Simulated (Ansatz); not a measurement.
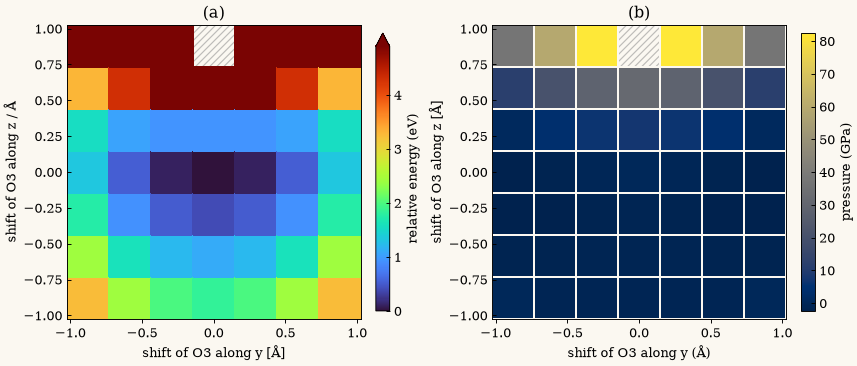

SnO2 (I4_1/amd, No. 141; 6 atoms in the cell). 
- One atom moved over a plane, all else fixed (x along [1 0 0], y along [0 1 0], z along [0 0 1] of the conventional cell).
- The first coordinate is: shift of O3 along y; the second: shift of O3 along z.
- Nothing is relaxed (all other atoms fixed).
- The scan uses a 7 × 7 grid; 27 points were computed and 21 follow by symmetry. At 1 point there is no value (left out of the scan, as a rule where atoms come close).
- Points are written as (first, second).
- Energies are in eV per cell, from the lowest grid point.
- The band gap closes in part of the range.
- Computed with Ansatz, DFT PBE, scalar-relativistic, plane waves, PAW. Settings: cutoff 420 eV, k-mesh 10×10×10, gaussian smearing 0.05 eV, no spin polarisation.

Panel (a) is the energy; panel (b) is the computed pressure, in GPa.

The picture shows one coloured cell a grid point, one colour for all values above the top of the scale, hatched blanks where no value was computed.

> How does the pressure vary over the map, and what is it at the lowest grid point?

Leaving out the highest fifth of the energies, it runs from −2 GPa at (−0.88 Å, −0.29 Å) to 21 GPa at (−0.59 Å, 0.59 Å). At the lowest grid point, (0.00 Å, 0.00 Å), it is 0 GPa.

PAW datasets: the set soft_1.
